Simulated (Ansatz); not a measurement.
# Run report: Ni3Si, geometry relaxation (part 1 of 2)

Ni3Si (Pm-3m, 4 atoms in the cell), computed with DFT PBE, scalar-relativistic, plane waves, PAW, no spin polarisation (Ansatz 0.2.0).

The structure was made by a generator, so it may or may not be a known phase. Figures and captions count atoms from 1; the log counts them from 0 in places.

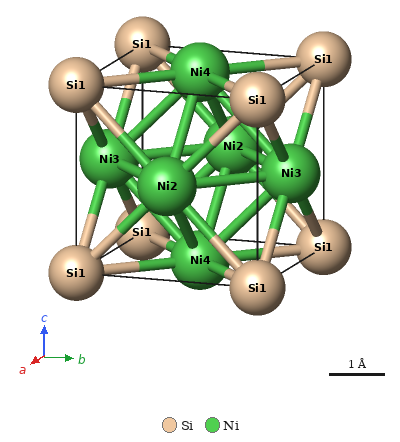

**Figure 1.** The starting structure (ball-and-stick view of the cell of the calculation, seen slightly off an axis; atoms are numbered from 1 in the order of the input). An atom can appear more than once, as a periodic image.

## Input
```yaml
crystal:
  lattice:
    - [3.5063093255, 0.0, 0.0]
    - [0.0, 3.5063093255, 0.0]
    - [0.0, 0.0, 3.5063093255]
  atoms:
    - { symbol: Si, position: [0.0, 0.0, 0.0] }
    - { symbol: Ni, position: [0.0, 0.5, 0.5] }
    - { symbol: Ni, position: [0.5, 0.0, 0.5] }
    - { symbol: Ni, position: [0.5, 0.5, 0.0] }
basis:
  ecutwfc: 420
kpoints:
  mp_grid: { grid: [14, 14, 14] }
hamiltonian:
  xc: pbe
scf:
  occupations: { method: fermi_dirac, width: 0.15 }
output:
  forces: true
  stress: true
  eigenvalues: true
  write_density: true
  write_potential: true
  elf: true
  volumetric_format: npy
relax:
  adjacent_minimum: "off"
  f_tol: 0.001
  max_steps: 60
  cell: { stress_tol: 0.01 }
```

Run as:
```bash
ansatz run input.yaml --threads 1 --pin off --max-ram 2560MiB --backend cpu --events-out ev --progress --plain --runs-dir out
```

## What the program printed
```
Engine: ansatz 0.2.0, x86_64-unknown-linux-gnu
Pseudopotentials: kind: paw
Pseudopotential: Si, paw, valence charge 4, recommended cutoff 420 eV (normal), Si.paw.azcp
Pseudopotential: Ni, paw, valence charge 18, recommended cutoff 420 eV (normal), Ni.paw.azcp
Functional definition: PBE
  parameter kappa = 0.804
  parameter beta = 0.06672455060314922
  exchange = pbe_x(kappa = kappa, mu = beta*pi^2/3)
  correlation = pbe_c(beta = beta)
Crystal: 4 atoms, lattice volume = 43.107 Å³
Basis set: ecut = 420 eV, 847 PW (Γ), exchange–correlation on 48×48×48 points (8 copies of the dense FFT grid, shifted against one another)
Bands: 35, of which v1, the nominal top of the filled ones, is band 29 counted from 1 (28 counted from 0)
Symmetry: 48 space group operations
Space group: Pm-3m (ITA 221), of the structure as read, at distance tolerance 3.5e-5 Å
k-points: 120 of 2744
Non-local potential: Si, projectors of the file, l = 0: 2, l = 1: 2, l = 2: 2
Non-local potential: Ni, projectors of the file, l = 0: 3, l = 1: 2, l = 2: 3, l = 3: 1
PAW form: soft (Blöchl's): semilocal exchange-correlation on the pseudo side does not see the compensation charge
PAW one-centre angular grid: Si, 110 points (default); XC on 64 Gauss nodes
PAW one-centre angular grid: Ni, 590 points (default); XC on 64 Gauss nodes
Initial density: superposition of atomic densities (neutral atoms: chi_scale 0, normalization atom), corrected by the library's trained network
Initial wavefunctions: pseudopotential atomic-orbital guess
Functional: x = pbe(κ = 0.804, μ = 0.2195149727645171), c = pbe(β = 0.06672455060314922)
SCF iter   1: F=—  HF=-18156.878731 eV  |F-HF|=—  |Δ(HF+E_count)|=         —  Δρ=2.69e-3  dr2=2.38e-3  ethr=1.77e-3  ⟨swp⟩=5.2  Hψ=14790  notcnv=0
preconditioner: auto → Kerker (q_TF=auto, 2.867 Å⁻¹)  [metal: Δε(μ)=0.004 eV  Ē_g=7.374 eV  σ=0.150 eV  W_gap=0.01  n_scr=18 (ndim 8)  ℏωp=33.0 eV  f_vac=0.001  D(μ)=2.07/eV (n_scr^D=18)]
SCF iter   2: F=—  HF=-18156.879009 eV  |F-HF|=—  |Δ(HF+E_count)|=   2.78e-4  Δρ=1.63e-3  dr2=9.21e-4  ethr=4.10e-6  ⟨swp⟩=2.0  Hψ=8165  notcnv=0
SCF iter   3: F=—  HF=-18156.878888 eV  |F-HF|=—  |Δ(HF+E_count)|=   1.20e-4  Δρ=5.63e-4  dr2=1.36e-4  ethr=1.59e-6  ⟨swp⟩=2.1  Hψ=5591  notcnv=0
SCF iter   4: F=—  HF=-18156.878874 eV  |F-HF|=—  |Δ(HF+E_count)|=   1.44e-5  Δρ=2.63e-4  dr2=4.63e-5  ethr=2.34e-7  ⟨swp⟩=1.0  Hψ=4253  notcnv=0
SCF iter   5: F=—  HF=-18156.878805 eV  |F-HF|=—  |Δ(HF+E_count)|=   6.92e-5  Δρ=2.55e-4  dr2=2.24e-5  ethr=7.98e-8  ⟨swp⟩=2.4  Hψ=5638  notcnv=0
SCF iter   6: F=—  HF=-18156.878801 eV  |F-HF|=—  |Δ(HF+E_count)|=   3.76e-6  Δρ=4.72e-5  dr2=8.79e-7  ethr=3.85e-8  ⟨swp⟩=1.4  Hψ=4593  notcnv=0
SCF iter   7: F=—  HF=-18156.878801 eV  |F-HF|=—  |Δ(HF+E_count)|=   1.46e-7  Δρ=2.11e-5  dr2=1.41e-7  ethr=1.52e-9  ⟨swp⟩=2.1  Hψ=6325  notcnv=0
SCF iter   8: F=-18156.878801 eV  HF=-18156.878801 eV  |F-HF|=8.27e-9  |Δ(HF+E_count)|=   2.06e-8  Δρ=4.98e-6  dr2=7.54e-9  ethr=1.72e-10  ⟨swp⟩=7.1  Hψ=25408  notcnv=0
SCF 1 converged in 8 iterations: F = -18156.878801 eV  dr2 = 7.54e-9
  greatest PAW one-centre occupation: 1.001 electrons in one spin orbital (limit 2), on the Ni atom at site 3 (counted from 0), in its partial waves of l = 1
relax step   1: F+E_penalty+E_count = -18156.87880082 eV  Δ(F+E_penalty+E_count) = +0.000e0 eV  max|allowed force component| = 5.690e-29 eV/Å  Δτ_max = 0.0000 Å  P = +0.393 GPa  Ω = 43.107 Å³  (8 SCF iters, dr2 threshold 1.00e-7 eV, accepted)
Crystal: 4 atoms, lattice volume = 43.149 Å³
Initial density: handed on by an earlier stage of this run
Initial wavefunctions: those handed on with the density
iter 1 solved again at ethr=1.01e-8 eV; its pass at ethr=3.10e-3 eV (dr2=5.85e-6 eV) is discarded
SCF iter   1: F=—  HF=-18156.878928 eV  |F-HF|=—  |Δ(HF+E_count)|=         —  Δρ=1.52e-4  dr2=5.85e-6  ethr=1.01e-8  ⟨swp⟩=2.0  Hψ=17834  notcnv=0
preconditioner: auto → Kerker (q_TF=auto, 2.866 Å⁻¹)  [metal: Δε(μ)=0.011 eV  Ē_g=7.368 eV  σ=0.150 eV  W_gap=0.02  n_scr=18 (ndim 8)  ℏωp=33.0 eV  f_vac=0.001  D(μ)=2.08/eV (n_scr^D=18)]
SCF iter   2: F=—  HF=-18156.878862 eV  |F-HF|=—  |Δ(HF+E_count)|=   6.51e-5  Δρ=4.61e-5  dr2=6.35e-7  ethr=1.01e-8  ⟨swp⟩=1.9  Hψ=5521  notcnv=0
iter 3 did not close the SCF: its close was put off for the readings that it lacked (scf_convergence_deferred on its scf_iter line)
SCF iter   3: F=-18156.878862 eV  HF=-18156.878862 eV  |F-HF|=4.00e-8  |Δ(HF+E_count)|=   2.07e-7  Δρ=1.34e-5  dr2=6.87e-8  ethr=1.10e-9  ⟨swp⟩=1.2  Hψ=4287  notcnv=0
iter 4 did not close the SCF: its close was put off for the readings that it lacked (scf_convergence_deferred on its scf_iter line)
SCF iter   4: F=-18156.878862 eV  HF=-18156.878862 eV  |F-HF|=1.04e-8  |Δ(HF+E_count)|=   9.81e-9  Δρ=6.32e-6  dr2=1.68e-8  ethr=1.19e-10  ⟨swp⟩=2.0  Hψ=6088  notcnv=0
iter 5 did not close the SCF: its close was put off for the readings that it lacked (scf_convergence_deferred on its scf_iter line)
SCF iter   5: F=-18156.878862 eV  HF=-18156.878862 eV  |F-HF|=1.12e-9  |Δ(HF+E_count)|=   2.22e-9  Δρ=1.32e-6  dr2=1.23e-9  ethr=2.90e-11  ⟨swp⟩=1.9  Hψ=4567  notcnv=0
SCF iter   6: F=-18156.878862 eV  HF=-18156.878862 eV  |F-HF|=5.09e-11  |Δ(HF+E_count)|=  4.47e-10  Δρ=2.35e-7  dr2=4.00e-11  ethr=2.12e-12  ⟨swp⟩=5.0  Hψ=23388  notcnv=0
SCF 2 converged in 6 iterations: F = -18156.878862 eV  dr2 = 4.00e-11
  greatest PAW one-centre occupation: 1.001 electrons in one spin orbital (limit 2), on the Ni atom at site 1 (counted from 0), in its partial waves of l = 1
relax step   2: F+E_penalty+E_count = -18156.87886223 eV  Δ(F+E_penalty+E_count) = -6.142e-5 eV  max|allowed force component| = 1.280e-29 eV/Å  Δτ_max = 0.0000 Å  P = +0.190 GPa  Ω = 43.149 Å³  energy of the carried Pulay correction = -1.374e-5 eV  (6 SCF iters, dr2 threshold 3.86e-7 eV, accepted)
Crystal: 4 atoms, lattice volume = 43.187 Å³
iter 1 solved again at ethr=9.45e-9 eV; its pass at ethr=3.10e-3 eV (dr2=5.48e-6 eV) is discarded
SCF iter   1: F=—  HF=-18156.878938 eV  |F-HF|=—  |Δ(HF+E_count)|=         —  Δρ=1.46e-4  dr2=5.41e-6  ethr=9.45e-9  ⟨swp⟩=2.0  Hψ=17831  notcnv=0
preconditioner: auto → Kerker (q_TF=auto, 2.866 Å⁻¹)  [metal: Δε(μ)=0.012 eV  Ē_g=7.361 eV  σ=0.150 eV  W_gap=0.02  n_scr=18 (ndim 8)  ℏωp=32.9 eV  f_vac=0.001  D(μ)=2.08/eV (n_scr^D=18)]
SCF iter   2: F=—  HF=-18156.878872 eV  |F-HF|=—  |Δ(HF+E_count)|=   6.59e-5  Δρ=4.32e-5  dr2=5.60e-7  ethr=9.32e-9  ⟨swp⟩=2.1  Hψ=5787  notcnv=0
iter 3 did not close the SCF: its close was put off for the readings that it lacked (scf_convergence_deferred on its scf_iter line)
SCF iter   3: F=-18156.878872 eV  HF=-18156.878872 eV  |F-HF|=3.56e-8  |Δ(HF+E_count)|=   1.79e-7  Δρ=1.26e-5  dr2=6.03e-8  ethr=9.65e-10  ⟨swp⟩=1.2  Hψ=4344  notcnv=0
iter 4 did not close the SCF: its close was put off for the readings that it lacked (scf_convergence_deferred on its scf_iter line)
SCF iter   4: F=-18156.878872 eV  HF=-18156.878872 eV  |F-HF|=8.23e-9  |Δ(HF+E_count)|=   9.05e-9  Δρ=5.67e-6  dr2=1.38e-8  ethr=1.04e-10  ⟨swp⟩=2.1  Hψ=6050  notcnv=0
iter 5 did not close the SCF: its close was put off for the readings that it lacked (scf_convergence_deferred on its scf_iter line)
SCF iter   5: F=-18156.878872 eV  HF=-18156.878872 eV  |F-HF|=9.28e-10  |Δ(HF+E_count)|=   1.69e-9  Δρ=1.18e-6  dr2=1.01e-9  ethr=2.37e-11  ⟨swp⟩=2.0  Hψ=4620  notcnv=0
SCF iter   6: F=-18156.878872 eV  HF=-18156.878872 eV  |F-HF|=4.00e-11  |Δ(HF+E_count)|=  3.75e-10  Δρ=2.14e-7  dr2=3.21e-11  ethr=1.75e-12  ⟨swp⟩=5.0  Hψ=23301  notcnv=0
SCF 3 converged in 6 iterations: F = -18156.878872 eV  dr2 = 3.21e-11
relax step   3: F+E_penalty+E_count = -18156.87887231 eV  Δ(F+E_penalty+E_count) = -1.007e-5 eV  max|allowed force component| = 6.909e-29 eV/Å  Δτ_max = 0.0000 Å  P = +0.000 GPa  Ω = 43.187 Å³  energy of the carried Pulay correction = -2.659e-5 eV  (6 SCF iters, dr2 threshold 9.00e-8 eV, accepted)
Initial wavefunctions: pseudopotential atomic-orbital guess (no wavefunctions were taken with the density)
iter 1 solved again at ethr=2.38e-7 eV; its pass at ethr=3.10e-3 eV (dr2=1.38e-4 eV) is discarded
SCF iter   1: F=—  HF=-18156.878964 eV  |F-HF|=—  |Δ(HF+E_count)|=         —  Δρ=3.34e-6  dr2=1.53e-9  ethr=2.38e-7  ⟨swp⟩=3.0  Hψ=26259  notcnv=0
eigensolver tolerance schedule: the retry pair's looser diagonalisation over-reported the residual by 90410.87 of it (diagonalisation noise at an unbounded share of the residual, at the tolerance the schedule requests for it); recorded, not acted on — ethr = c·dr2/N_el stays at c = 1.0e-1
preconditioner: auto → Kerker (q_TF=auto, 2.866 Å⁻¹)  [metal: Δε(μ)=0.011 eV  Ē_g=7.361 eV  σ=0.150 eV  W_gap=0.02  n_scr=18 (ndim 8)  ℏωp=32.9 eV  f_vac=0.001  D(μ)=2.08/eV (n_scr^D=18)]
SCF iter   2: F=—  HF=-18156.878899 eV  |F-HF|=—  |Δ(HF+E_count)|=   6.53e-5  Δρ=1.77e-6  dr2=5.92e-10  ethr=2.63e-12  ⟨swp⟩=3.2  Hψ=11238  notcnv=0
SCF iter   3: F=—  HF=-18156.878899 eV  |F-HF|=—  |Δ(HF+E_count)|=  3.35e-10  Δρ=1.19e-6  dr2=3.57e-10  ethr=1.02e-12  ⟨swp⟩=2.0  Hψ=7378  notcnv=0
SCF iter   4: F=—  HF=-18156.878899 eV  |F-HF|=—  |Δ(HF+E_count)|=  2.18e-11  Δρ=3.27e-7  dr2=1.27e-11  ethr=1.00e-12  ⟨swp⟩=2.1  Hψ=5454  notcnv=0
SCF iter   5: F=—  HF=-18156.878899 eV  |F-HF|=—  |Δ(HF+E_count)|=  1.09e-11  Δρ=9.50e-8  dr2=1.06e-12  ethr=1.00e-12  ⟨swp⟩=1.0  Hψ=4200  notcnv=0
iter 6 did not close the SCF: its close was put off for the readings that it lacked (scf_convergence_deferred on its scf_iter line)
SCF iter   6: F=-18156.878899 eV  HF=-18156.878899 eV  |F-HF|=3.64e-12  |Δ(HF+E_count)|=  3.64e-12  Δρ=3.63e-8  dr2=5.73e-13  ethr=1.00e-12  ⟨swp⟩=1.0  Hψ=4200  notcnv=0
iter 7 did not close the SCF: its close was put off for the readings that it lacked (scf_convergence_deferred on its scf_iter line)
SCF iter   7: F=-18156.878899 eV  HF=-18156.878899 eV  |F-HF|=0.00e0  |Δ(HF+E_count)|=  3.64e-12  Δρ=1.02e-8  dr2=4.91e-14  ethr=1.00e-12  ⟨swp⟩=1.0  Hψ=4200  notcnv=0
iter 8 did not close the SCF: its close was put off for the readings that it lacked (scf_convergence_deferred on its scf_iter line)
SCF iter   8: F=-18156.878899 eV  HF=-18156.878899 eV  |F-HF|=3.64e-12  |Δ(HF+E_count)|=  7.28e-12  Δρ=2.39e-9  dr2=1.38e-15  ethr=1.00e-12  ⟨swp⟩=1.0  Hψ=4200  notcnv=0
iter 9 did not close the SCF: its close was put off for the readings that it lacked (scf_convergence_deferred on its scf_iter line)
SCF iter   9: F=-18156.878899 eV  HF=-18156.878899 eV  |F-HF|=0.00e0  |Δ(HF+E_count)|=  3.64e-12  Δρ=9.25e-10  dr2=1.50e-16  ethr=1.00e-12  ⟨swp⟩=1.0  Hψ=4200  notcnv=0
SCF iter  10: F=-18156.878899 eV  HF=-18156.878899 eV  |F-HF|=0.00e0  |Δ(HF+E_count)|=  3.64e-12  Δρ=1.45e-10  dr2=5.89e-18  ethr=1.00e-12  ⟨swp⟩=2.1  Hψ=11073  notcnv=0
SCF 4 converged in 10 iterations: F = -18156.878899 eV  dr2 = 5.89e-18
relax step   4: F+E_penalty+E_count = -18156.87889898 eV  Δ(F+E_penalty+E_count) = -2.668e-5 eV  max|allowed force component| = 7.797e-29 eV/Å  Δτ_max = 0.0000 Å  P = -0.001 GPa  Ω = 43.187 Å³  stress off target by 5.29e-4 GPa  SCF on the basis re-selected at this cell (its energy is not comparable with the rows above)  (10 SCF iters)
```

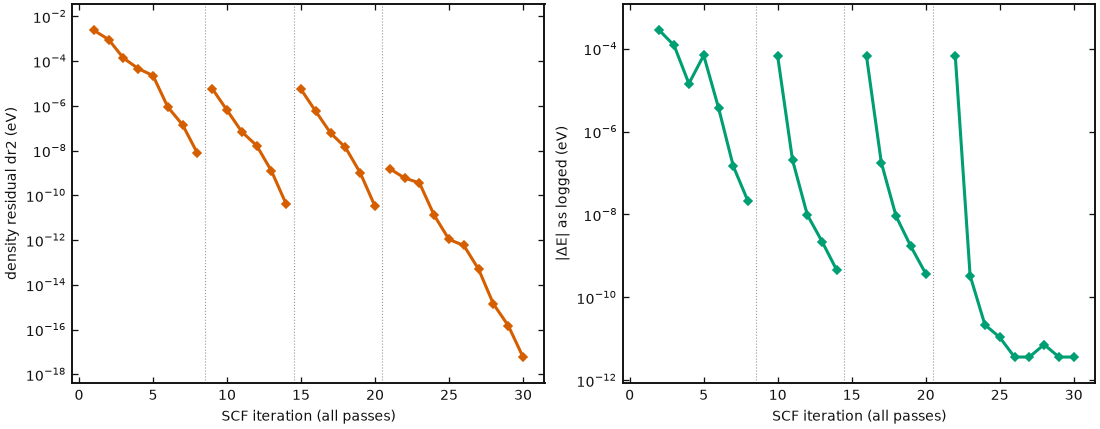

**Figure 2.** Convergence of the self-consistent field: density residual dr2 and size of the energy change against the SCF iteration. The dotted lines part the SCF passes of the relaxation: geometry steps, rejected trials and re-solves on a re-selected basis. The passes take 8, 6, 6 and 10 iterations.

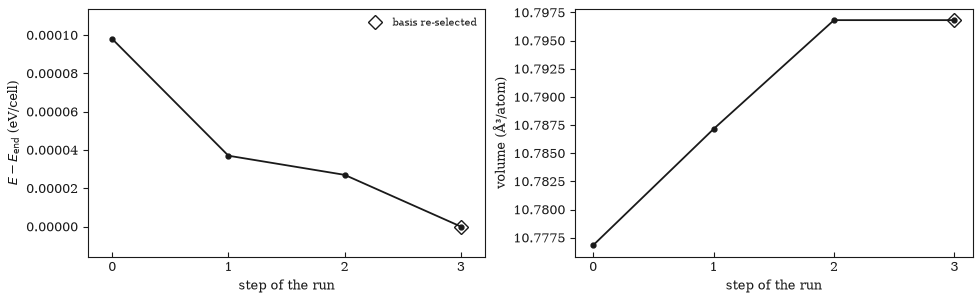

**Figure 3.** Progress of the relaxation, step by step (the first geometry is step 0 here and step 1 in the log). Over 2 geometry steps the energy falls by 0.1 meV per cell of the calculation. All forces vanish by symmetry, so only the cell relaxes. The pressure goes from 0.39 to 0.00 GPa. The atoms keep their places relative to the cell (all moves are under 0.005 Å). The volume changes by +0.2 %, with a = b = c 3.506 → 3.508 Å (+0.1 %). The space group stays Pm-3m (No. 221). A last SCF at the same geometry on a re-selected plane-wave basis shifts the energy by next to nothing (0.0 meV per cell of the calculation).
